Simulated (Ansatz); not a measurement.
# Run report: GeSi, geometry relaxation

The run: geometry relaxation of GeSi (P6₃mc, 4 atoms in the cell). Method and program: DFT PBEsol, scalar-relativistic, plane waves, PAW, no spin polarisation (Ansatz 0.2.0).

The structure derives from a Materials Project entry. It belongs to a series of runs on one base structure; here: relaxed again at 22 GPa on a finer mesh. Figures and captions count atoms from 1; the log counts them from 0 in places.

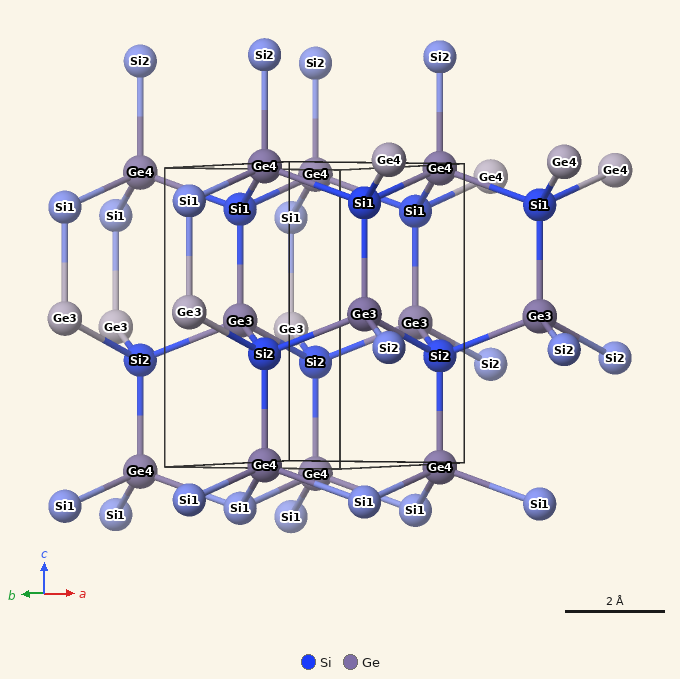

*The structure as given in the input (ball-and-stick view of the cell of the calculation, repeated 2 × 2 × 1, seen at an oblique angle; neighbours outside the cell are drawn fainter; atoms are numbered from 1 in the order of the input).*

Near neighbours in the crystal (not all of them lie inside the picture): Si has 4 Ge at 2.25 to 2.26 Å; Ge has 4 Si at 2.25 to 2.26 Å.

## Summary

| quantity | value |
| --- | --- |
| outcome | converged |
| space group (tolerance 0.01 Å) | P6₃mc (186) |
| electrons treated | 36 |
| free energy | −9749.0392 eV |
| Fermi energy | 10.150 eV |
| gap on the k-point mesh | none (metallic) |
| pressure | 22.00 GPa |
| final volume | 70.75 Å³ |
| largest force (length of the vector) at the end | under 0.001 eV/Å |
| final cell | a = 3.664 Å, b = 3.664 Å, c = 6.085 Å, α = 90.00°, β = 90.00°, γ = 120.00° |
| hardware | 1 thread of Intel Xeon (Sapphire Rapids), 32 GiB of memory available, shared host |
| wall time | 28 s |
| peak memory | 0.47 GiB |

## Remarks

The cell was relaxed to the target pressure of the input; what is minimised is then the enthalpy E + pV.

## The input
```yaml
crystal:
  lattice:
    - [3.6642662279, 0.0, 0.0]
    - [-1.832133114, 3.1733476396, 0.0]
    - [0.0, 0.0, 6.0849310666]
  atoms:
    - { symbol: Si, position: [0.6666666667, 0.3333333333, 0.8735791519] }
    - { symbol: Si, position: [0.3333333333, 0.6666666667, 0.3735791519] }
    - { symbol: Ge, position: [0.6666666667, 0.3333333333, 0.5014198481] }
    - { symbol: Ge, position: [0.3333333333, 0.6666666667, 0.0014198481] }
basis:
  ecutwfc: 420
kpoints:
  mp_grid: { grid: [12, 12, 8] }
hamiltonian:
  xc: pbesol
scf:
  occupations: { method: gaussian, width: 0.01 }
output:
  forces: true
  stress: true
  eigenvalues: true
relax:
  adjacent_minimum: "off"
  f_tol: 0.001
  max_steps: 60
  cell: { stress_tol: 0.02, p_target: 22.0 }
```

Launched with:
```bash
ansatz run input.yaml --threads 1 --pin off --max-ram 3072MiB --backend cpu --events-out ev --progress --plain --runs-dir out
```

## Log
```
Engine: ansatz 0.2.0, x86_64-unknown-linux-gnu
Pseudopotentials: kind: paw
Pseudopotential: Si, paw, valence charge 4, recommended cutoff 420 eV (normal), Si.paw.azcp
Pseudopotential: Ge, paw, valence charge 14, recommended cutoff 420 eV (normal), Ge.paw.azcp
Functional definition: PBEsol
  exchange = pbesol_x
  correlation = pbesol_c
Crystal: 4 atoms, lattice volume = 70.756 Å³
Basis set: ecut = 420 eV, 1365 PW (Γ), exchange–correlation on 50×50×90 points (8 copies of the dense FFT grid, shifted against one another)
Bands: 22, of which v1, the nominal top of the filled ones, is band 18 counted from 1 (17 counted from 0)
Symmetry: 12 space group operations
Space group: P63mc (ITA 186), of the structure as read, at distance tolerance 4.1e-5 Å
k-points: 95 of 1152 (time reversal used)
Non-local potential: Si, projectors of the file, l = 0: 2, l = 1: 2, l = 2: 2
Non-local potential: Ge, projectors of the file, l = 0: 2, l = 1: 2, l = 2: 3, l = 3: 1
PAW form: soft (Blöchl's): semilocal exchange-correlation on the pseudo side does not see the compensation charge
PAW frozen core: Si, regenerated for the run's functional, and the local potential with it (the file was generated under x = pbe(κ = 0.804, μ = 0.2195149727645171), c = pbe(β = 0.06672455060314922))
PAW frozen core: Ge, regenerated for the run's functional, and the local potential with it (the file was generated under x = pbe(κ = 0.804, μ = 0.2195149727645171), c = pbe(β = 0.06672455060314922))
PAW one-centre angular grid: Si, 110 points (default); XC on 64 Gauss nodes
PAW one-centre angular grid: Ge, 590 points (default); XC on 64 Gauss nodes
Initial density: superposition of atomic densities (neutral atoms: chi_scale 0, normalization atom), corrected by the library's trained network
Initial wavefunctions: pseudopotential atomic-orbital guess
Functional: x = pbesol(κ = 0.804, μ = 0.12345679012345678), c = pbesol(β = 0.046)
SCF iter   1: F=—  HF=-9749.042798 eV  |F-HF|=—  |Δ(HF+E_count)|=         —  Δρ=2.51e-3  dr2=2.90e-3  ethr=1.77e-3  ⟨swp⟩=6.3  Hψ=10205  notcnv=0
preconditioner: auto → Resta (q_TF=auto, 2.438 Å⁻¹)  ε∞=2.9  [insulator: Δε(μ)=0.013 eV  Ē_g=19.107 eV  σ=0.010 eV  W_gap=0.56  n_scr=22 (ndim 8)  ℏωp=26.5 eV  f_vac=0.000  D(μ)=0.34/eV (n_scr^D=0)  ε∞_Penn≈2.9]
SCF iter   2: F=—  HF=-9749.039650 eV  |F-HF|=—  |Δ(HF+E_count)|=   3.15e-3  Δρ=1.42e-3  dr2=8.69e-4  ethr=8.06e-6  ⟨swp⟩=2.1  Hψ=4945  notcnv=0
SCF iter   3: F=—  HF=-9749.039491 eV  |F-HF|=—  |Δ(HF+E_count)|=   1.59e-4  Δρ=2.37e-4  dr2=2.21e-5  ethr=2.41e-6  ⟨swp⟩=2.0  Hψ=4181  notcnv=0
SCF iter   4: F=—  HF=-9749.039494 eV  |F-HF|=—  |Δ(HF+E_count)|=   2.76e-6  Δρ=1.17e-4  dr2=6.08e-6  ethr=6.15e-8  ⟨swp⟩=2.0  Hψ=3799  notcnv=0
SCF iter   5: F=—  HF=-9749.039490 eV  |F-HF|=—  |Δ(HF+E_count)|=   3.60e-6  Δρ=3.28e-5  dr2=8.89e-7  ethr=1.69e-8  ⟨swp⟩=2.0  Hψ=3799  notcnv=0
SCF iter   6: F=—  HF=-9749.039491 eV  |F-HF|=—  |Δ(HF+E_count)|=   4.54e-7  Δρ=1.53e-5  dr2=1.65e-7  ethr=2.47e-9  ⟨swp⟩=3.0  Hψ=3994  notcnv=0
SCF iter   7: F=-9749.039491 eV  HF=-9749.039491 eV  |F-HF|=7.78e-9  |Δ(HF+E_count)|=   1.15e-7  Δρ=6.43e-6  dr2=1.72e-8  ethr=2.78e-10  ⟨swp⟩=4.0  Hψ=6659  notcnv=0
SCF 1 converged in 7 iterations: F = -9749.039491 eV  dr2 = 1.72e-8
  greatest PAW one-centre occupation: 0.998 electrons in one spin orbital (limit 2), on the Ge atom at site 2 (counted from 0), in its partial waves of l = 2
relax step   1: F+E_penalty+E_count = -9749.03949066 eV  Δ(F+E_penalty+E_count) = +0.000e0 eV  max|allowed force component| = 1.447e-3 eV/Å  Δτ_max = 0.0000 Å  P = +21.995 GPa  Ω = 70.756 Å³  (7 SCF iters, dr2 threshold 1.00e-7 eV, accepted)
Crystal: 4 atoms, lattice volume = 70.754 Å³
Initial density: handed on by an earlier stage of this run
Initial wavefunctions: those handed on with the density
iter 1 solved again at ethr=1.99e-10 eV; its pass at ethr=3.10e-3 eV (dr2=7.15e-8 eV) is discarded
SCF iter   1: F=—  HF=-9749.039213 eV  |F-HF|=—  |Δ(HF+E_count)|=         —  Δρ=9.81e-6  dr2=8.07e-8  ethr=1.99e-10  ⟨swp⟩=2.0  Hψ=11614  notcnv=0
preconditioner: auto → Resta (q_TF=auto, 2.438 Å⁻¹)  ε∞=2.9  [insulator: Δε(μ)=0.016 eV  Ē_g=19.135 eV  σ=0.010 eV  W_gap=0.62  n_scr=22 (ndim 8)  ℏωp=26.5 eV  f_vac=0.001  D(μ)=0.30/eV (n_scr^D=0)  ε∞_Penn≈2.9]
SCF iter   2: F=—  HF=-9749.039216 eV  |F-HF|=—  |Δ(HF+E_count)|=   3.24e-6  Δρ=4.58e-6  dr2=2.00e-8  ethr=1.99e-10  ⟨swp⟩=2.6  Hψ=3651  notcnv=0
SCF iter   3: F=—  HF=-9749.039216 eV  |F-HF|=—  |Δ(HF+E_count)|=   3.31e-9  Δρ=1.61e-6  dr2=1.69e-9  ethr=5.57e-11  ⟨swp⟩=3.0  Hψ=3843  notcnv=0
SCF iter   4: F=—  HF=-9749.039216 eV  |F-HF|=—  |Δ(HF+E_count)|=  4.58e-10  Δρ=4.78e-7  dr2=1.84e-10  ethr=4.69e-12  ⟨swp⟩=2.0  Hψ=3799  notcnv=0
SCF iter   5: F=-9749.039216 eV  HF=-9749.039216 eV  |F-HF|=0.00e0  |Δ(HF+E_count)|=  1.58e-10  Δρ=9.82e-8  dr2=7.81e-12  ethr=1.00e-12  ⟨swp⟩=4.0  Hψ=6649  notcnv=0
SCF 2 converged in 5 iterations: F = -9749.039216 eV  dr2 = 7.81e-12
  greatest PAW one-centre occupation: 0.998 electrons in one spin orbital (limit 2), on the Ge atom at site 3 (counted from 0), in its partial waves of l = 2
relax step   2: F+E_penalty+E_count = -9749.03921580 eV  Δ(F+E_penalty+E_count) = +2.749e-4 eV  max|allowed force component| = 3.616e-4 eV/Å  Δτ_max = 0.0000 Å  P = +22.000 GPa  Ω = 70.754 Å³  energy of the carried Pulay correction = +4.570e-7 eV  (5 SCF iters, dr2 threshold 1.31e-10 eV, accepted)
Initial wavefunctions: pseudopotential atomic-orbital guess (no wavefunctions were taken with the density)
iter 1 solved again at ethr=2.37e-7 eV; its pass at ethr=3.10e-3 eV (dr2=8.52e-5 eV) is discarded
SCF iter   1: F=—  HF=-9749.039212 eV  |F-HF|=—  |Δ(HF+E_count)|=         —  Δρ=1.07e-6  dr2=2.99e-10  ethr=2.37e-7  ⟨swp⟩=2.2  Hψ=14997  notcnv=0
eigensolver tolerance schedule: the retry pair's looser diagonalisation over-reported the residual by 284821.54 of it (diagonalisation noise at an unbounded share of the residual, at the tolerance the schedule requests for it); recorded, not acted on — ethr = c·dr2/N_el stays at c = 1.0e-1
SCF iter   2: F=—  HF=-9749.039216 eV  |F-HF|=—  |Δ(HF+E_count)|=   4.48e-6  Δρ=6.80e-7  dr2=1.25e-10  ethr=1.00e-12  ⟨swp⟩=3.8  Hψ=5681  notcnv=0
SCF iter   3: F=—  HF=-9749.039216 eV  |F-HF|=—  |Δ(HF+E_count)|=  9.46e-11  Δρ=4.17e-7  dr2=5.15e-11  ethr=1.00e-12  ⟨swp⟩=2.0  Hψ=3040  notcnv=0
SCF iter   4: F=—  HF=-9749.039216 eV  |F-HF|=—  |Δ(HF+E_count)|=  2.18e-11  Δρ=2.56e-7  dr2=1.93e-11  ethr=1.00e-12  ⟨swp⟩=1.0  Hψ=2090  notcnv=0
SCF iter   5: F=-9749.039216 eV  HF=-9749.039216 eV  |F-HF|=7.28e-12  |Δ(HF+E_count)|=  3.64e-12  Δρ=9.72e-8  dr2=2.52e-12  ethr=1.00e-12  ⟨swp⟩=4.0  Hψ=8736  notcnv=0
SCF 3 converged in 5 iterations: F = -9749.039216 eV  dr2 = 2.52e-12
relax step   3: F+E_penalty+E_count = -9749.03921638 eV  Δ(F+E_penalty+E_count) = -5.775e-7 eV  max|allowed force component| = 3.613e-4 eV/Å  Δτ_max = 0.0000 Å  P = +22.000 GPa  Ω = 70.754 Å³  stress off target by 7.38e-4 GPa  SCF on the basis re-selected at this cell (its energy is not comparable with the rows above)  (5 SCF iters)
```

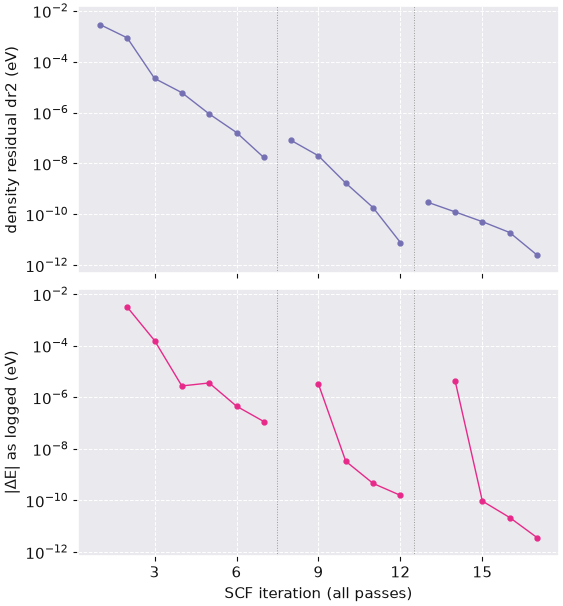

*Convergence of the self-consistent field: density residual dr2 and size of the energy change against the SCF iteration. The dotted lines part the SCF passes of the relaxation: geometry steps, rejected trials and re-solves on a re-selected basis.*

The passes take 7, 5 and 5 iterations.

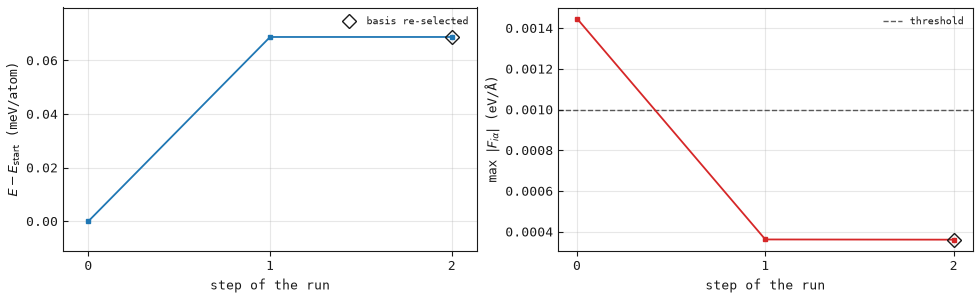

*Progress of the relaxation, step by step (the first geometry is step 0 here and step 1 in the log).*

No atom moves by more than 0.005 Å. The cell stays as it was. The space group stays P6_3mc (No. 186). The energy rises by 0.1 meV per atom in 1 geometry step. With the target pressure of 22 GPa, the enthalpy E + pV changes by next to nothing (0.0 meV per atom). Largest force component: 0.0014 eV/Å at the start, 0.00036 eV/Å at the end. Pressure: 22.00 GPa at the start and 22.00 GPa at the end. A last SCF at the same geometry on a re-selected plane-wave basis shifts the energy by next to nothing (0.0 meV per atom). (Atoms are counted from 1 in the order of the input.)

```
basis re-selected at this cell: Δ(F+E_penalty+E_count) = -5.775e-7 eV, ΔP = -0.000 GPa vs the last step (what re-selecting the basis moved, of the pressure what is left beyond the Pulay correction that the steps carried, after the strain that the cell walked since its last selection, with what the two solves' SCF thresholds leave and, on support functions, any second-order correction that the steps lacked; it is no measure of the basis error at this ecutwfc). This SCF's stress stands 7.38e-4 GPa from its target on what of the cell is left free (relax.cell.stress_tol is 2.00e-2 GPa) and its largest allowed force component is 3.61e-4 eV/Å (relax.f_tol is 1.00e-3 eV/Å): within both
SCF converged after 5 iterations
Free energy (F): -9749.039216 eV
Harris-Foulkes:  -9749.039216 eV  (|F-HF|=7.28e-12)
Internal energy: -9749.039201 eV  (E = F + TS)
E sigma→0 (E₀):  -9749.039209 eV
Entropy (-TS):   -0.000015 eV (-0.004 meV/atom)
Fermi energy:    10.149652 eV
--- Per-component energies (eV) ---
  E_band       = -233.570268
  E_kinetic    = 316.631984
  E_local      = -5037.964073  (includes V_loc(G=0)·N_el)
  E_nonlocal   = 898.098827
  E_hartree    = 2228.151174
  E_xc         = -265.566220
  E_vxc        = -231.249806  (∫ρ·V_xc dr)
  E_paw        = -4958.345368  (= ΣΔE_a)
  E_vpaw       = -635.390191  (= ΣTr[D̂ρ^β])
  E_aug_tail   = 0.000655  (compensation charges beyond the density's cutoff)
  E_ewald      = -2931.945174
  E_core_change = 1.898994  (= ΣΔE_core)
  E_smearing   = -0.000015  (= −TS)
  E_closure    = 0.000000  (closes the sum)
  Σ components = -9749.039216   (vs F -9749.039216, Δ=0.00e0)
--- Forces (eV/Å), atoms counted from 1 ---
  atom   1  Si    -0.00000000     0.00000000     0.00036131
  atom   2  Si     0.00000000    -0.00000000     0.00036131
  atom   3  Ge     0.00000000     0.00000000    -0.00036122
  atom   4  Ge     0.00000000    -0.00000000    -0.00036122
  max |Σ_I F_I| component: 1.65e-7 eV/Å
--- Stress (GPa, compression-positive) ---
       22.000160       0.000000       0.000000
        0.000000      22.000160       0.000000
        0.000000       0.000000      21.999262
  P = ⅓ Tr σ = 21.9999 GPa (219.999 kbar)
--- Band table (eV; the first three rows and the last of 95) ---
  k-point 0: bands = ["-14.7389", "-14.7385", "-14.7325", "-14.7325", "-14.7273", "-14.7273", "-14.6881", "-14.6881", "-14.6799", "-14.6799", "-4.0915", "-1.4546", "1.4761", "8.2472", "8.2472", "9.6220", "10.1633", "10.1633", "11.1258", "12.0593", "12.0593", "12.3836"]
  k-point 1: bands = ["-14.7388", "-14.7385", "-14.7323", "-14.7323", "-14.7275", "-14.7275", "-14.6877", "-14.6877", "-14.6802", "-14.6802", "-4.0343", "-1.6880", "1.8215", "8.2954", "8.2954", "8.9547", "10.0305", "10.0305", "11.1798", "12.1714", "12.1714", "12.7344"]
  k-point 2: bands = ["-14.7387", "-14.7385", "-14.7319", "-14.7319", "-14.7281", "-14.7281", "-14.6868", "-14.6868", "-14.6810", "-14.6810", "-3.8636", "-2.1863", "2.6542", "7.6776", "8.4380", "8.4380", "9.7142", "9.7142", "11.3405", "12.4456", "12.4456", "12.7399"]
  k-point 94: bands = ["-14.7388", "-14.7388", "-14.7221", "-14.7221", "-14.7194", "-14.7194", "-14.6835", "-14.6835", "-14.6832", "-14.6832", "-0.1801", "-0.1801", "1.5459", "1.5459", "4.5108", "4.5108", "7.5470", "7.5470", "11.5294", "11.5294", "13.5632", "13.5632"]
--- Relaxed structure (2 steps of the walk, 2 accepted, 1 SCFs on fresh bases) ---
  F+E_penalty+E_count = -9749.03921638 eV   max|allowed force component| = 3.613e-4 eV/Å   (the final SCF, on the basis selected at the relaxed cell)
  cell:  # Å, volume = 70.7535 Å³
    - [3.6641235897486233, 2.8866410685806846e-11, 2.8437373171997166e-35]
    - [-1.8320617948993105, 3.1732241113137047, 1.0408800997460988e-35]
    - [4.72234943377293e-35, 4.72234943377293e-35, 6.085232221755783]
  atoms:
    - { symbol: Si, position: [0.6666666666666666, 0.3333333333333333, 0.8735757989099668] }
    - { symbol: Si, position: [0.33333333333333326, 0.6666666666666665, 0.3735757989099668] }
    - { symbol: Ge, position: [0.6666666666666666, 0.3333333333333333, 0.5014232010900331] }
    - { symbol: Ge, position: [0.33333333333333326, 0.6666666666666665, 0.0014232010900331908] }
```

## Trajectory as extended XYZ (Å, eV, eV/Å), 3 frames, from step=1 to step=3
```
4
Lattice="3.6643 0.0000 0.0000 -1.8321 3.1733 0.0000 0.0000 0.0000 6.0849" Properties=species:S:1:pos:R:3:forces:R:3 step=1 energy=-9749.03949 pressure_GPa=22.00
Si    1.8321    1.0578    5.3157    0.0000   0.0000   0.0014
Si    0.0000    2.1156    2.2732    0.0000   0.0000   0.0014
Ge    1.8321    1.0578    3.0511    0.0000   0.0000  -0.0014
Ge    0.0000    2.1156    0.0086    0.0000   0.0000  -0.0014
4
Lattice="3.6641 0.0000 0.0000 -1.8321 3.1732 0.0000 0.0000 0.0000 6.0852" Properties=species:S:1:pos:R:3:forces:R:3 step=2 energy=-9749.03922 pressure_GPa=22.00
Si    1.8321    1.0577    5.3159    0.0000   0.0000   0.0004
Si    0.0000    2.1155    2.2733    0.0000   0.0000   0.0004
Ge    1.8321    1.0577    3.0513    0.0000   0.0000  -0.0004
Ge    0.0000    2.1155    0.0087    0.0000   0.0000  -0.0004
4
Lattice="3.6641 0.0000 0.0000 -1.8321 3.1732 0.0000 0.0000 0.0000 6.0852" Properties=species:S:1:pos:R:3:forces:R:3 step=3 energy=-9749.03922 pressure_GPa=22.00
Si    1.8321    1.0577    5.3159    0.0000   0.0000   0.0004
Si    0.0000    2.1155    2.2733    0.0000   0.0000   0.0004
Ge    1.8321    1.0577    3.0513    0.0000   0.0000  -0.0004
Ge    0.0000    2.1155    0.0087    0.0000   0.0000  -0.0004
```

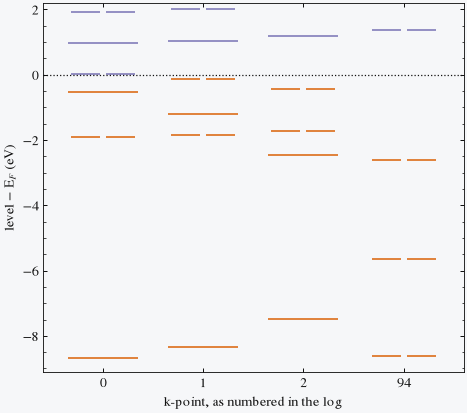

*Kohn–Sham levels near the Fermi level (dotted) at the few k-points that the log prints; levels within 0.02 eV of each other stand side by side.*

The system is metallic on the full mesh.
